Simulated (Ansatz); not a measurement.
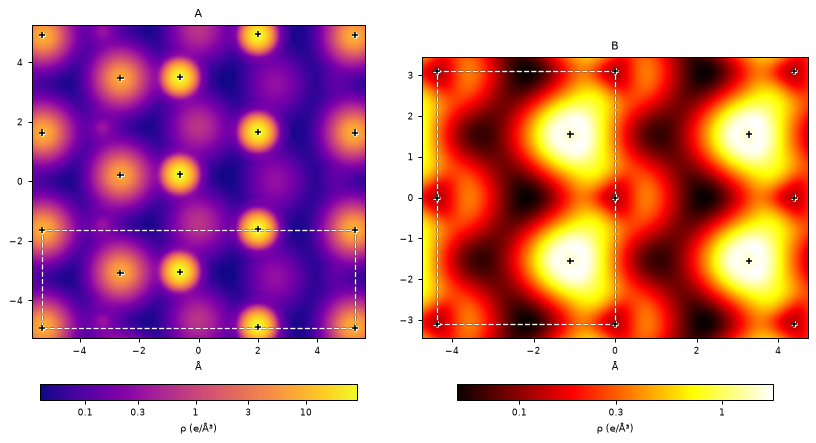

The valence charge density (pseudo) of 2 systems, each on a plane through atoms (crosses mark nuclei in the plane).

These are results of DFT PBE, scalar-relativistic, plane waves, PAW (Ansatz), not measurements.

System 1: SiC, the (011) plane of the conventional cell. Space group F-43m; PAW files of the earlier set (soft_1).

```cif
data_structure
_symmetry_space_group_name_H-M 'P 1'
_symmetry_Int_Tables_number 1
_cell_length_a 4.3795
_cell_length_b 4.3795
_cell_length_c 4.3795
_cell_angle_alpha 90.000
_cell_angle_beta 90.000
_cell_angle_gamma 90.000
_cell_volume 84.00
loop_
_atom_site_label
_atom_site_type_symbol
_atom_site_fract_x
_atom_site_fract_y
_atom_site_fract_z
_atom_site_occupancy
Si1 Si 0.50000 0.50000 0.00000 1
Si2 Si 0.00000 0.50000 0.50000 1
Si3 Si 0.00000 0.00000 0.00000 1
Si4 Si 0.50000 0.00000 0.50000 1
C1 C 0.75000 0.75000 0.25000 1
C2 C 0.25000 0.75000 0.75000 1
C3 C 0.25000 0.25000 0.25000 1
C4 C 0.75000 0.25000 0.75000 1
```

System 2: MgO, the (101̄) plane of the conventional cell. Space group P2₁; a structure from a database of computed crystals, not necessarily the ambient phase; not relaxed (largest force 0.4 eV/Å); PAW files of the earlier set (soft_1).

Q: Which map belongs to which system?

A: Panel A is system 2, MgO: the plane holds Mg and O. Mg–O (2.00 Å): the density is about 0.44 e/Å³ at the midpoint. Panel B is system 1, SiC: the plane holds Si and C. Si–C (1.90 Å): ρ is about 0.87 e/Å³ halfway.
